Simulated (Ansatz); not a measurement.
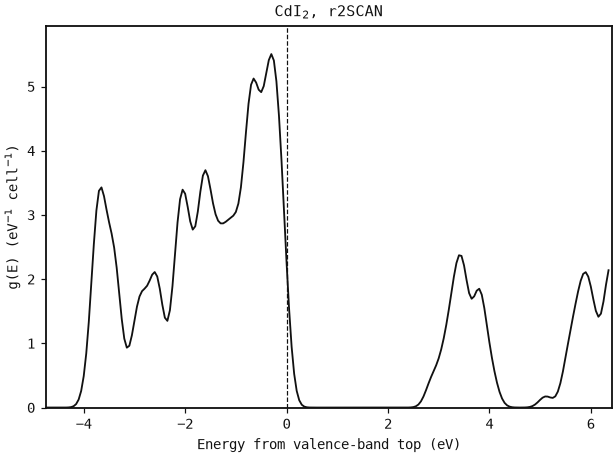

Density of states. Energies are counted from the top of the valence band. The curve is built from the levels of the k mesh with Gaussians 0.3 eV wide, which also blur the band edges.

System: CdI$_{2}$, space group P-3m1, 3 atoms in the cell.

Computed with Ansatz: DFT, r2SCAN, plane waves, PAW, no spin polarisation, 6×6×4 k mesh, 500 eV cutoff.

Metal or insulator, going by the density of states?

There is a gap; over the k points computed it is 2.83 eV (indirect; the smallest direct gap is 3.16 eV).

Where is the tallest peak of the filled states in the window?

Within the window shown, the tallest peak of the filled states lies 0.3 eV under the valence-band top, at about 5.5 states per eV and cell.

How wide is the upper valence band?

The upper group of valence states starts about 3.9 eV under the valence-band top, with a gap beneath it; it holds about 12 electrons a cell.

Spin-orbit coupling is left out, which matters for I.
